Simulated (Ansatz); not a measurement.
Consider SiW$_{3}$.

```
CELL_PARAMETERS angstrom
5.15439 0.00000 0.00000
0.00000 5.15439 0.00000
0.00000 0.00000 5.41211
ATOMIC_POSITIONS crystal
Si 0.00000 0.00000 0.00000
Si 0.50000 0.50000 0.50000
W 0.00000 0.00000 0.50000
W 0.50000 0.50000 0.00000
W 0.00000 0.50000 0.00000
W 0.50000 0.00000 0.50000
W 0.50000 0.00000 0.00000
W 0.00000 0.50000 0.50000
```

Space group I4/mmm; a structure from a database of computed crystals, not necessarily the ambient phase; changed on purpose from its base cell (strain +0.000 along x and y, +0.050 along z, atoms carried along); computed pressure about −8 GPa in this cell.

The calculation used DFT PBEsol, scalar-relativistic, plane waves, PAW in Ansatz 0.2.0.

What can the converged valence pseudo-density and electron localisation function tell about the bonding?

Answer. Si–W (2.58 Å): the density is about 0.43 e/Å³ at the midpoint; the ELF peaks at about 0.75 in the valence shell of Si, 0.9 Å from its nucleus, and is about 0.50 at the midpoint.
W–W (2.58 Å): ρ is about 0.57 e/Å³ halfway; the ELF is about 0.40 at the midpoint.
Si–W (2.71 Å): ρ at the midpoint is about 0.34 e/Å³; the ELF peaks at about 0.70 in the valence shell of Si, 0.9 Å from its nucleus, and is about 0.45 at the midpoint.
W–W (2.71 Å): ρ is about 0.47 e/Å³ halfway; the ELF is about 0.45 at the midpoint.

Does the calculation make it a metal, or give it a gap?

Answer. It is gapless in this calculation (a metal or semimetal).

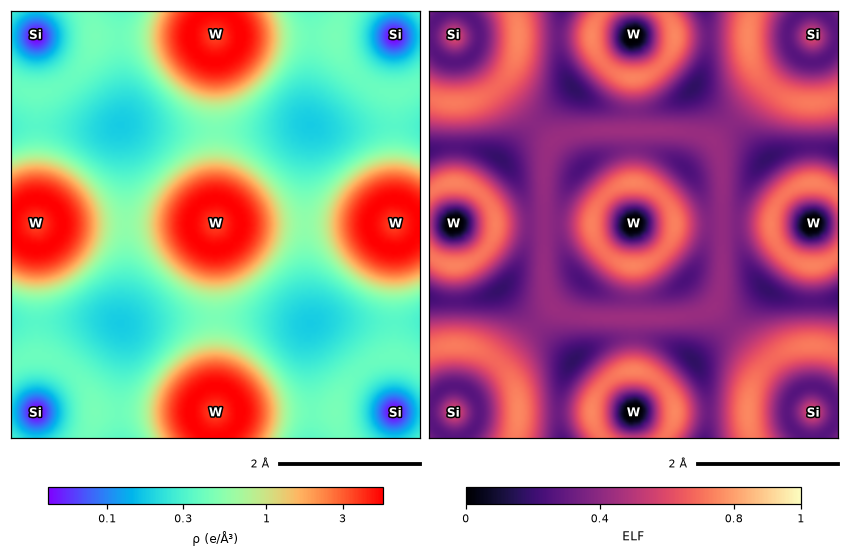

Computed valence pseudo-density and electron localisation function on the (010) plane of the conventional cell, in this order. 

The density is the valence pseudo-density of a PAW calculation; it isn't the true density close to the nuclei.
